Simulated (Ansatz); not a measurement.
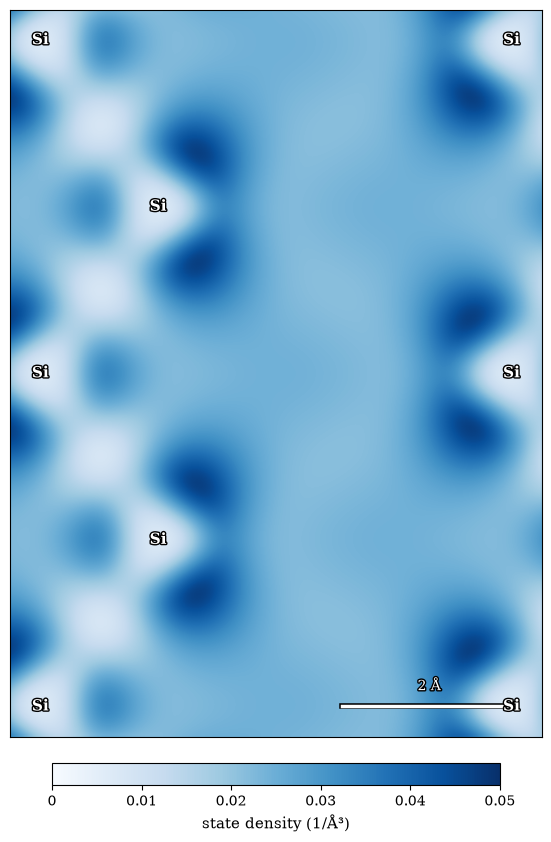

Si. Density of the Kohn–Sham states from +0.6 to +1.2 eV about the valence-band maximum (the bottom of the conduction band), scaled to one electron a cell: a map on the (101) plane of the conventional cell.

Space group Fd-3m; the calculation finds a residual pressure of about 2 GPa at this fixed cell.

Level of theory: Ansatz, DFT PBE, scalar-relativistic, plane waves, PAW.

Core electrons are frozen (PAW), so the fields are smoothed inside the atomic spheres.

Question: Describe these states.

Answer: Projected on a minimal set of atomic orbitals (Löwdin), they are Si 3p (65 %) and Si 3s (35 %).

Run time: 1.4 s on 2 threads of Intel(R) Xeon(R) Platinum 8259CL CPU @ 2.50GHz (Skylake/Cascade Lake) (shared host), peak memory 0.36 GiB.
